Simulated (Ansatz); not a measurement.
**Ge (interface cell): density, localisation and related maps**

```
Ge
1.0
     4.01337    0.00000    0.00000
    -2.00669    3.47568    0.00000
     0.00000    0.00000   39.34182
Ge
24
Direct
  0.33333 0.66667 0.13550
  0.66667 0.33333 0.03147
  0.00000 0.00000 0.11471
  0.00000 0.00000 0.05234
  0.66667 0.33333 0.21877
  0.33333 0.66667 0.19795
  0.33333 0.66667 0.38529
  0.66667 0.33333 0.28123
  0.00000 0.00000 0.36450
  0.00000 0.00000 0.30205
  0.66667 0.33333 0.46853
  0.33333 0.66667 0.44766
  0.33333 0.66667 0.86450
  0.66667 0.33333 0.96853
  0.00000 0.00000 0.88529
  0.00000 0.00000 0.94766
  0.66667 0.33333 0.78123
  0.33333 0.66667 0.80205
  0.33333 0.66667 0.61471
  0.66667 0.33333 0.71877
  0.00000 0.00000 0.63550
  0.00000 0.00000 0.69795
  0.66667 0.33333 0.53147
  0.33333 0.66667 0.55234
```

These are results of Ansatz 0.2.0, DFT PBEsol, scalar-relativistic, plane waves, PAW, not measurements.

In a PAW calculation such maps are meaningful between the atoms, not at the nuclei.

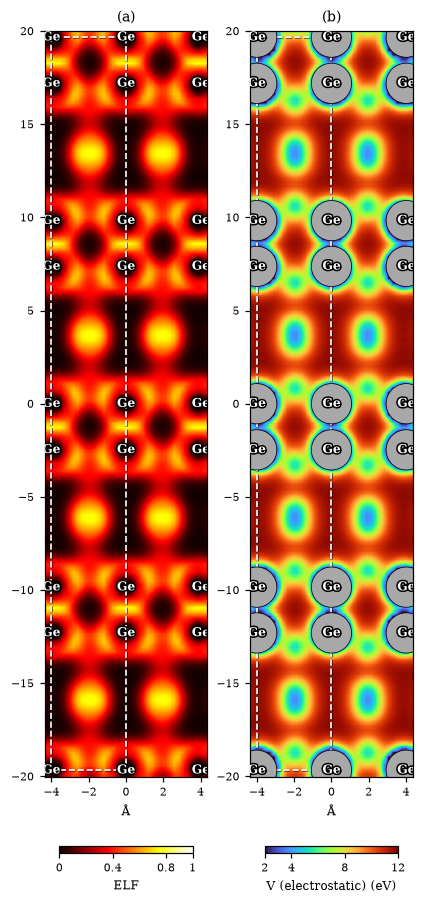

Figure 1. (a) electron localisation function; (b) electrostatic potential (local pseudopotential plus Hartree) felt by an electron on the (010) plane of the calculation cell. Grey discs cover the atomic cores in the potential map.

What do the fields say about this system?

Atoms in the plane: Ge. Ge–Ge (2.48 Å): the ELF peaks at about 0.75 between the atoms. Outside the cores the potential energy rises away from the atoms and is highest about 2.3 Å from the nearest atoms; its zero is arbitrary.

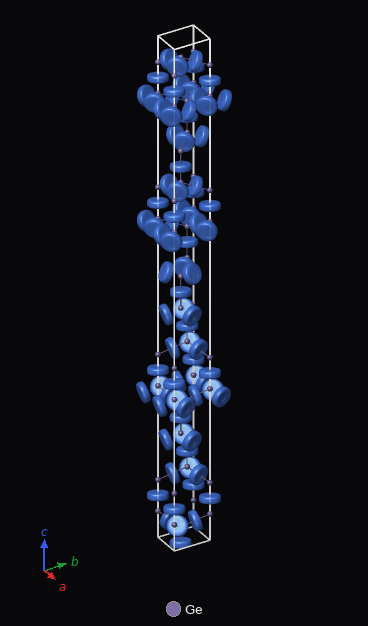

Figure 2. Isosurface of the electron localisation function at 0.55 (blue), seen slightly off an axis. Only the valence region is drawn (cores and ρ < 0.01 e/Å³ removed). Sticks mark near contacts.

Describe the localisation domains.

At this value the surface marks out 48 regions between bonded Ge–Ge atoms, counted in one cell of 24 atoms. Any copies at cell faces, edges or corners count once. Profiles from the grid: Ge–Ge (2.45 Å): the ELF peaks at about 0.80 between the atoms.

Does the calculation give a band gap?

It is gapless in this calculation (a metal or semimetal).
